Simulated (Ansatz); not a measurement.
W, as given below.

```cif
data_structure
_symmetry_space_group_name_H-M 'P 1'
_symmetry_Int_Tables_number 1
_cell_length_a 2.5927
_cell_length_b 2.5927
_cell_length_c 2.5927
_cell_angle_alpha 90.000
_cell_angle_beta 90.000
_cell_angle_gamma 90.000
_cell_volume 17.43
loop_
_atom_site_label
_atom_site_type_symbol
_atom_site_fract_x
_atom_site_fract_y
_atom_site_fract_z
_atom_site_occupancy
W1 W 0.00000 0.00000 0.00000 1
```

It is based on the end point of a relaxation with Ansatz, DFT, LDA (PW92), plane waves (420 eV) with PAW, scalar-relativistic; the starting structure was generated, so it need not be a known form of this composition.

> Predict the first 5 clear peaks of the X-ray G(r) with σ = 0.10 Å, and name the atom pairs.

1. 2.59 Å: W–W at 2.59 Å
2. 3.67 Å: W–W at 3.67 Å
3. 4.49 Å: W–W at 4.49 Å
4. 5.19 Å: W–W at 5.19 Å
5. 5.80 Å: W–W at 5.80 Å

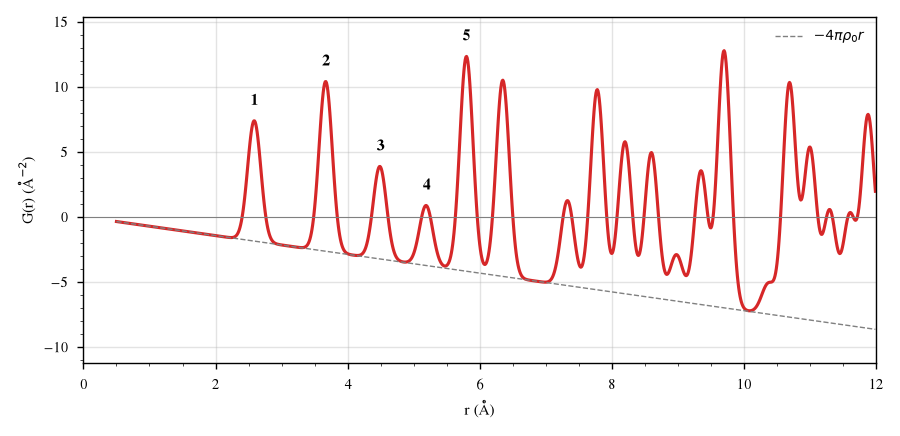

Computed X-ray G(r), with each pair weighted by the product of the atomic numbers (X-ray weights at Q = 0) and a uniform peak width σ = 0.10 Å.
